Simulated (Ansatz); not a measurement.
# Pb: what the electrons do

Space group Im-3m. This isn't the usual form at ambient conditions. The cell comes from a database of computed structures, not from a measurement.

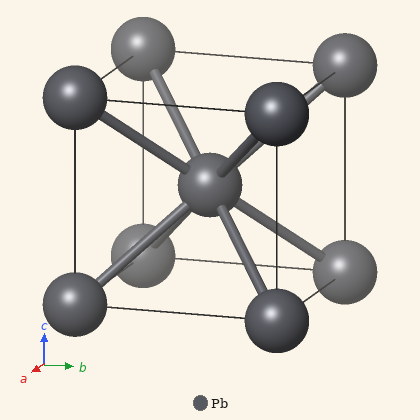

The conventional cell.

```cif
data_structure
_symmetry_space_group_name_H-M 'P 1'
_symmetry_Int_Tables_number 1
_cell_length_a 3.9593
_cell_length_b 3.9593
_cell_length_c 3.9593
_cell_angle_alpha 90.000
_cell_angle_beta 90.000
_cell_angle_gamma 90.000
_cell_volume 62.07
loop_
_atom_site_label
_atom_site_type_symbol
_atom_site_fract_x
_atom_site_fract_y
_atom_site_fract_z
_atom_site_occupancy
Pb1 Pb 0.00000 0.00000 0.00000 1
Pb2 Pb 0.50000 0.50000 0.50000 1
```

Method: Ansatz, DFT PBE, scalar-relativistic, plane waves, PAW.

Core electrons are frozen (PAW), so the maps are meaningful between the atoms, not at the nuclei.

### 1. Bonding charge

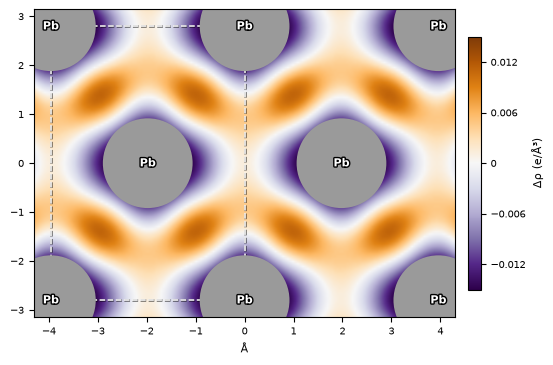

Bonding charge density, ρ(crystal) − Σ ρ(neutral atoms): a map on the (011̄) plane of the conventional cell, with grey discs over the atomic cores. Cores are masked to 0.9 Å (Pb).

Read the map: where is density gained and where lost?

Answer. Pb–Pb (3.43 Å): Δρ is +0.011 e/Å³ at the midpoint.
Over the whole cell, outside the masked cores, the largest gain, 0.011 e/Å³, lies 1.7 Å from a lead nucleus, and the largest loss lies at the edge of the masked core of Pb.
In all about 0.08 e an atom is rearranged against the free atoms.

### 2. One group of states

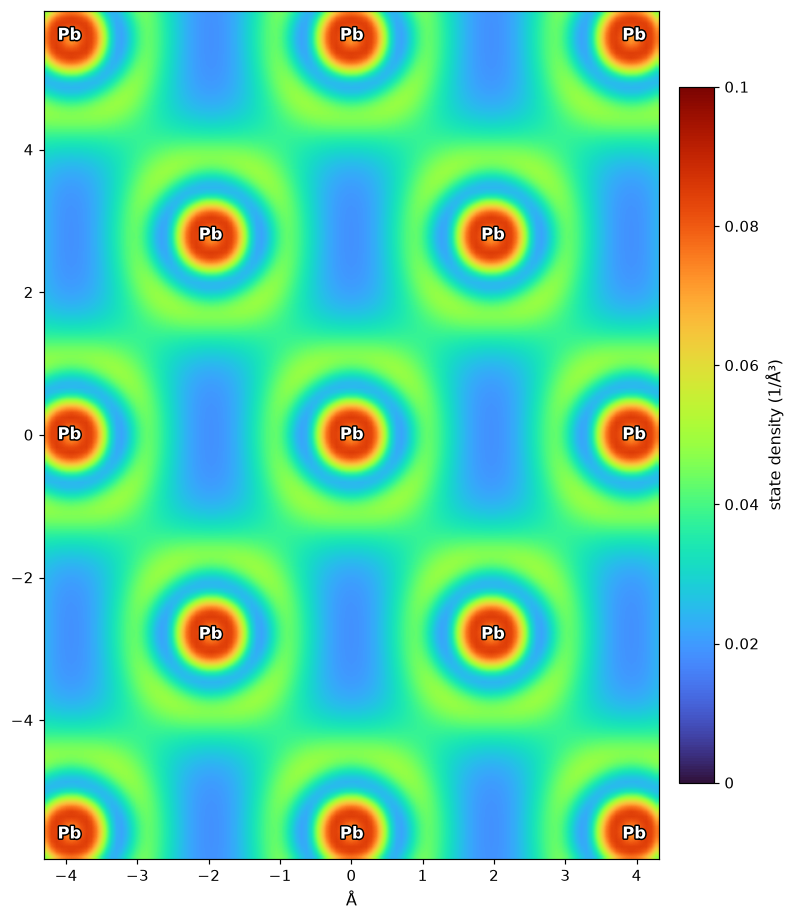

Density of the Kohn–Sham states from 0.0 to +1.2 eV about the Fermi level (the empty states just over the Fermi level), scaled to one electron a cell: a map on the (101) plane of the conventional cell.

What is the character of these states?

Answer. Projected on a minimal set of atomic orbitals (Löwdin), they are Pb 6p (90 %).

### 3. Change of volume

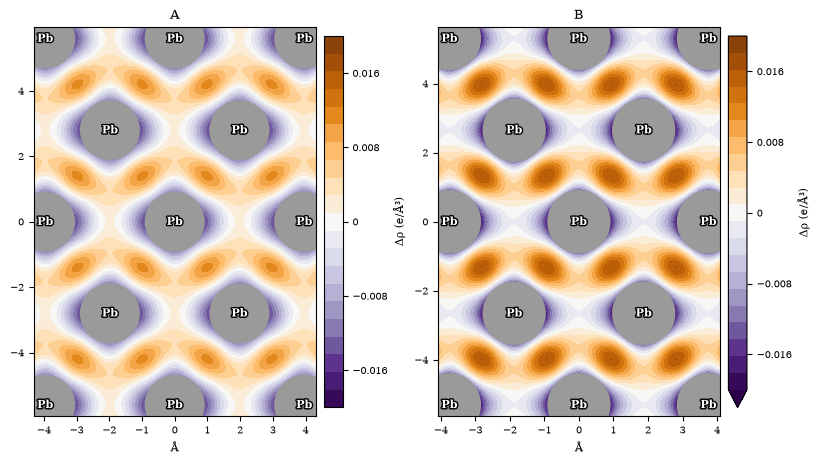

Pb: deformation density on the (11̄0) plane of the conventional cell at two volumes, with the same fractional coordinates and one colour scale. Grey discs cover the cores.

Which panel is the larger cell, by how much, and what changes?

Answer. A is the larger cell: B has 85 % of the volume of A.
- From A to B, Pb–Pb goes from 3.43 to 3.25 Å, and Δρ at its midpoint from +0.011 to +0.016 e/Å³.
- The pressure is 1 GPa in A and 12 GPa in B.
- The rearranged charge is 0.08 e an atom in A and 0.08 e in B.

### 4. Putting it together

The two pressures give a mean stiffness −ΔP/Δln V of about 65 GPa over this range, with the atoms held at their fractional positions.

Run times: 6.6 s (base cell), 2 s (state densities) and 7.2 s (scaled cell), on 1 thread of Arm Neoverse V1, with other jobs on the host.
